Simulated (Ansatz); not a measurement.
# What a change does: single-point calculation on Si₂C

System: Si₂C (P-3m1, 6 atoms in the cell).
Method of the first run: DFT PBE, scalar-relativistic, plane waves, PAW, no spin polarisation (Ansatz 0.2.0).

The structure was made by a generator, so it may or may not be a known phase. Text and figures count atoms from 1; the logs count them from 0 in places.

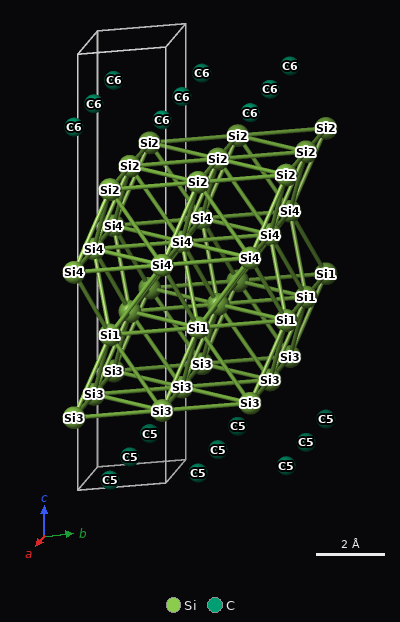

Fig. 1: The structure as given in the input (ball-and-stick view of the cell of the calculation, repeated 3 × 3 × 1, seen slightly off an axis; atoms are numbered from 1 in the order of the input). An atom can appear more than once, as a periodic image.

### Input, the first run
```yaml
crystal:
  lattice:
    - [2.73447704, 0.0, 0.0]
    - [-1.36723852, 2.36812658, 0.0]
    - [0.0, 0.0, 13.34432775]
  atoms:
    - { symbol: Si, position: [0.33333333, 0.66666667, 0.41666667] }
    - { symbol: Si, position: [0.33333333, 0.66666667, 0.75] }
    - { symbol: Si, position: [0.66666667, 0.33333333, 0.25] }
    - { symbol: Si, position: [0.66666667, 0.33333333, 0.58333333] }
    - { symbol: C, position: [0.33333333, 0.66666667, 0.08333333] }
    - { symbol: C, position: [0.66666667, 0.33333333, 0.91666667] }
basis:
  ecutwfc: 420
kpoints:
  mp_grid: { grid: [6, 6, 2] }
hamiltonian:
  xc: pbe
scf:
  occupations: { method: gaussian, width: 0.1 }
  lower_state_search: "off"
output:
  forces: true
  stress: true
  eigenvalues: true
```

Launched with:
```bash
ansatz run input.yaml --threads 1 --pin off --max-ram 2560MiB --backend cpu --events-out ev --progress --plain --runs-dir out
```

Hardware: 1 thread of Intel Xeon @ 2.50GHz (Skylake/Cascade Lake), 189 GiB of memory available, shared host.

### Output, shortened to warnings, some set-up lines, iterations and results (the first run)
```
Basis set: ecut = 420 eV, 1707 PW (Γ), exchange–correlation on 40×40×180 points (8 copies of the dense FFT grid, shifted against one another)
Symmetry: 12 space group operations
k-points: 14 of 72
Initial density: superposition of atomic densities (neutral atoms: chi_scale 0, normalization atom), corrected by the library's trained network
[...]
SCF iter   1: F=—  HF=-3032.263632 eV  |F-HF|=—  |Δ(HF+E_count)|=         —  Δρ=5.25e-3  dr2=3.36e-1  ethr=1.77e-3  ⟨swp⟩=6.5  Hψ=3359  notcnv=0  defer=18
SCF iter   2: F=—  HF=-3032.264933 eV  |F-HF|=—  |Δ(HF+E_count)|=   1.30e-3  Δρ=5.09e-3  dr2=3.24e-1  ethr=1.40e-3  ⟨swp⟩=1.0  Hψ=448  notcnv=0  defer=19
SCF iter   3: F=—  HF=-3032.255989 eV  |F-HF|=—  |Δ(HF+E_count)|=   8.94e-3  Δρ=1.85e-3  dr2=3.34e-3  ethr=1.35e-3  ⟨swp⟩=1.0  Hψ=264  notcnv=0  defer=20
SCF iter   4: F=—  HF=-3032.255636 eV  |F-HF|=—  |Δ(HF+E_count)|=   3.53e-4  Δρ=9.54e-4  dr2=4.45e-3  ethr=1.39e-5  ⟨swp⟩=2.4  Hψ=387  notcnv=0  defer=22
SCF iter   5: F=—  HF=-3032.255573 eV  |F-HF|=—  |Δ(HF+E_count)|=   6.32e-5  Δρ=2.49e-4  dr2=1.50e-4  ethr=1.39e-5  ⟨swp⟩=1.0  Hψ=264  notcnv=0  defer=22
SCF iter   6: F=—  HF=-3032.255577 eV  |F-HF|=—  |Δ(HF+E_count)|=   4.56e-6  Δρ=8.28e-5  dr2=6.37e-6  ethr=6.27e-7  ⟨swp⟩=1.0  Hψ=264  notcnv=0  defer=22
SCF iter   7: F=—  HF=-3032.255541 eV  |F-HF|=—  |Δ(HF+E_count)|=   3.66e-5  Δρ=2.66e-5  dr2=5.69e-7  ethr=2.65e-8  ⟨swp⟩=2.4  Hψ=414  notcnv=0  defer=22
SCF iter   8: F=-3032.255541 eV  HF=-3032.255541 eV  |F-HF|=1.19e-9  |Δ(HF+E_count)|=   3.86e-7  Δρ=6.89e-6  dr2=3.06e-8  ethr=4.17e-10  ⟨swp⟩=9.9  Hψ=1859  notcnv=0
SCF 1 converged in 8 iterations: F = -3032.255541 eV  dr2 = 3.06e-8
SCF converged after 8 iterations
Free energy (F): -3032.255541 eV
Harris-Foulkes:  -3032.255541 eV  (|F-HF|=1.19e-9)
Internal energy: -3032.235867 eV  (E = F + TS)
E sigma→0 (E₀):  -3032.245704 eV
Entropy (-TS):   -0.019674 eV (-3.279 meV/atom)
Fermi energy:    7.917045 eV
--- Per-component energies (eV) ---
  E_band       = 60.423609
  E_kinetic    = 300.870118
  E_local      = -150.841619  (includes V_loc(G=0)·N_el)
  E_nonlocal   = 157.752137
  E_hartree    = 31.164512
  E_xc         = -308.732174
  E_vxc        = -295.062574  (∫ρ·V_xc dr)
  E_paw        = -2241.960904  (= ΣΔE_a)
  E_vpaw       = -14.623881  (= ΣTr[D̂ρ^β])
  E_aug_tail   = 0.000029  (compensation charges beyond the density's cutoff)
  E_ewald      = -820.487967
  E_smearing   = -0.019674  (= −TS)
  E_closure    = -0.000000  (closes the sum)
  Σ components = -3032.255541   (vs F -3032.255541, Δ=0.00e0)
--- Forces (eV/Å), atoms counted from 1 ---
  atom   1  Si     0.00000000    -0.00000000     0.11906266
  atom   2  Si    -0.00000000    -0.00000000     1.54875338
  atom   3  Si     0.00000000     0.00000000    -1.54875338
  atom   4  Si     0.00000000     0.00000000    -0.11906266
  atom   5  C     -0.00000000    -0.00000000     0.21846342
  atom   6  C      0.00000000     0.00000000    -0.21846342
  max |Σ_I F_I| component: 1.39e-16 eV/Å
--- Stress (GPa, compression-positive) ---
       -9.631604       0.000000       0.000000
        0.000000      -9.631604       0.000000
        0.000000       0.000000     -16.298909
  P = ⅓ Tr σ = -11.8540 GPa (-118.540 kbar)
```

The input of the second run differs as follows (lines with − go, lines with + come):
```diff
-    - { symbol: C, position: [0.33333333, 0.66666667, 0.08333333] }
-    - { symbol: C, position: [0.66666667, 0.33333333, 0.91666667] }
+    - { symbol: C, position: [0.33333333, 0.66666667, 0.08333333], spin: 1.0 }
+    - { symbol: C, position: [0.66666667, 0.33333333, 0.91666667], spin: 1.0 }
+  populations: true
+magnetization:
+  spin_polarized: true
```

How does the second run compare with the first run?

The energy is the same within 0.01 meV per atom. With spin allowed, the absolute moment of the cell comes to 0.00 μB. The SCF takes 23 iterations against 8. On the same kind of shared host the second run took about 3.9 times as long. The two runs start from different initial densities, which also moves the count.

### Output, shortened to warnings, some set-up lines, iterations and results (the second run)
```
WARN: the starting moments were not kept: the SCF closed with an absolute magnetisation of 3.8e-6 μB, where they sum to 2 μB in size (2 sites). That is at most 0.1 of that sum. Measured as dr2_m measures the in/out step, that magnetisation stands 7.7e-13 eV from none, at or under the dr2_threshold of 1.0e-7 eV: it is no larger than a step whose dr2_m would equal this threshold. The system may …
Basis set: ecut = 420 eV, 1707 PW (Γ), exchange–correlation on 40×40×180 points (8 copies of the dense FFT grid, shifted against one another)
Symmetry: 12 space group operations
k-points: 14 of 72
Initial density: superposition of atomic densities (chi_scale 0.1, normalization cell, long waves of neutral atoms (reshape's long-wave potential 2.66 eV rms, cloud 1.87 Å wide))
[...]
SCF iter   1: F=—  HF=-3032.299919 eV  |F-HF|=—  |Δ(HF+E_count)|=         —  Δρ=3.32e-2 (↑3.32e-2 ↓1.23e-2)  dr2=9.46e0  dr2_m=2.39e-1  M=0.632 μB ∫|m|=0.952 μB  β_m=0.30  …
SCF iter   2: F=—  HF=-3032.106056 eV  |F-HF|=—  |Δ(HF+E_count)|=   1.94e-1  Δρ=1.95e-2 (↑1.95e-2 ↓1.17e-2)  dr2=1.29e0  dr2_m=1.38e-1  M=0.538 μB ∫|m|=0.887 μB  β_m=0.30  …
SCF iter   3: F=—  HF=-3032.219401 eV  |F-HF|=—  |Δ(HF+E_count)|=   1.13e-1  Δρ=1.77e-2 (↑1.77e-2 ↓7.21e-3)  dr2=4.48e0  dr2_m=9.05e-2  M=0.519 μB ∫|m|=0.740 μB  β_m=0.30  …
SCF iter   4: F=—  HF=-3032.184956 eV  |F-HF|=—  |Δ(HF+E_count)|=   3.44e-2  Δρ=1.36e-2 (↑6.91e-3 ↓1.36e-2)  dr2=1.25e0  dr2_m=7.09e-2  M=0.386 μB ∫|m|=0.593 μB  β_m=0.30  …
SCF iter   5: F=—  HF=-3032.181286 eV  |F-HF|=—  |Δ(HF+E_count)|=   3.67e-3  Δρ=9.95e-3 (↑5.95e-3 ↓9.95e-3)  dr2=1.97e-1  dr2_m=4.82e-2  M=0.333 μB ∫|m|=0.501 μB  β_m=0.30  …
[... 14 lines ...]
SCF iter  20: F=-3032.255541 eV  HF=-3032.255541 eV  |F-HF|=3.99e-8  |Δ(HF+E_count)|=   4.12e-9  Δρ=1.88e-6 (↑1.88e-6 ↓1.75e-6)  dr2=4.45e-8  dr2_m=2.02e-9  M=0.000 μB …
SCF iter  21: F=-3032.255541 eV  HF=-3032.255541 eV  |F-HF|=1.29e-8  |Δ(HF+E_count)|=   2.56e-9  Δρ=8.03e-7 (↑8.03e-7 ↓7.48e-7)  dr2=1.36e-8  dr2_m=3.22e-10  M=0.000 μB …
SCF iter  22: F=-3032.255541 eV  HF=-3032.255541 eV  |F-HF|=3.41e-11  |Δ(HF+E_count)|=  2.73e-10  Δρ=1.79e-7 (↑1.79e-7 ↓1.78e-7)  dr2=3.65e-12  dr2_m=2.49e-11  M=0.000 μB …
SCF iter  23: F=-3032.255541 eV  HF=-3032.255541 eV  |F-HF|=2.18e-9  |Δ(HF+E_count)|=  1.24e-10  Δρ=2.17e-7 (↑1.84e-7 ↓2.17e-7)  dr2=2.22e-9  dr2_m=1.65e-12  M=0.000 μB …
SCF 1 converged in 23 iterations: F = -3032.255541 eV  dr2 = 2.22e-9
SCF converged after 23 iterations
Magnetization: 0.0000 μB (12.0000 up, 12.0000 down)
Absolute magnetization: 0.0000 μB (∫|ρ↑−ρ↓|, with the PAW one-centre terms)
Spin contamination: 0.0000 ħ² per cell (⟨S²⟩ above its minimum at these occupations)
Per-site moments (μB) at R_I (Å): [(3.024275710889722e-7, 1.1250648043414935), (6.00971082739258e-7, 1.125064849227659), (6.009710827403531e-7, 1.1250648492276591), (3.024275711029807e-7, 1.1250648043414935), (-3.406658527224755e-7, 1.1250648043414941), (-3.4066585271141427e-7, 1.1250648043414941)]
Free energy (F): -3032.255541 eV
Harris-Foulkes:  -3032.255541 eV  (|F-HF|=2.18e-9)
Internal energy: -3032.235867 eV  (E = F + TS)
E sigma→0 (E₀):  -3032.245704 eV
Entropy (-TS):   -0.019674 eV (-3.279 meV/atom)
Fermi energy:    7.917039 eV
--- Per-component energies (eV) ---
  E_band       = 60.423601
  E_kinetic    = 300.870448
  E_local      = -150.842166  (includes V_loc(G=0)·N_el)
  E_nonlocal   = 157.752194
  E_hartree    = 31.164757
  E_xc         = -308.732230
  E_vxc        = -295.062644  (∫ρ·V_xc dr)
  E_paw        = -2241.960932  (= ΣΔE_a)
  E_vpaw       = -14.623943  (= ΣTr[D̂ρ^β])
  E_aug_tail   = 0.000029  (compensation charges beyond the density's cutoff)
  E_ewald      = -820.487967
  E_smearing   = -0.019674  (= −TS)
  E_closure    = 0.000000  (closes the sum)
  Σ components = -3032.255541   (vs F -3032.255541, Δ=0.00e0)
--- Forces (eV/Å), atoms counted from 1 ---
  atom   1  Si    -0.00000000    -0.00000000     0.11899138
  atom   2  Si    -0.00000000    -0.00000000     1.54876654
  atom   3  Si     0.00000000     0.00000000    -1.54876654
  atom   4  Si    -0.00000000     0.00000000    -0.11899138
  atom   5  C      0.00000000    -0.00000000     0.21851688
  atom   6  C      0.00000000     0.00000000    -0.21851688
  max |Σ_I F_I| component: 1.48e-16 eV/Å
--- Stress (GPa, compression-positive) ---
       -9.631678      -0.000000       0.000000
       -0.000000      -9.631678       0.000000
        0.000000       0.000000     -16.298933
  P = ⅓ Tr σ = -11.8541 GPa (-118.541 kbar)
--- Löwdin populations: 6 sites ---
  site symbol       q [e]    m [muB]
     0     Si      3.9065     0.0000
     1     Si      3.7516     0.0000
     2     Si      3.7516     0.0000
     3     Si      3.9065     0.0000
     4      C      4.1395    -0.0000
     5      C      4.1395    -0.0000
  spilling = 0.016872 (of n_electrons = 24.000000)
```

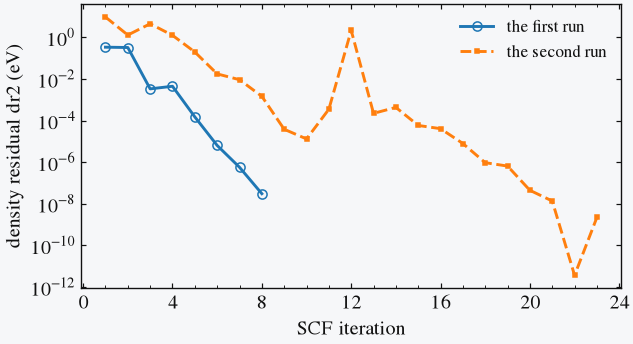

Fig. 2: Convergence of the two runs: density residual dr2 against the SCF iteration. The first run takes 8 iterations in all, and the second run takes 23.

### The two runs side by side

```tsv
quantity	the first run	the second run
outcome	converged	converged
free energy per atom (eV)	−505.3759	−505.3759
energy per atom, smearing taken to zero (eV)	−505.3743	−505.3743
gap on the mesh (eV)	0.00	0.00
pressure (GPa)	−11.85	−11.85
largest force (eV/Å)	1.549	1.549
SCF iterations	8	23
irreducible k-points	14	14
plane waves at Γ	1707	1707
net moment of the cell (μB)	–	0.00
absolute moment of the cell (μB)	–	0.00
wall time (shared host)	3.5 s	14 s
```

For both runs: The cell is under a tension of 11.9 GPa at this level, so it is not at its equilibrium volume. For the second run: Warnings: some starting moments were not kept.
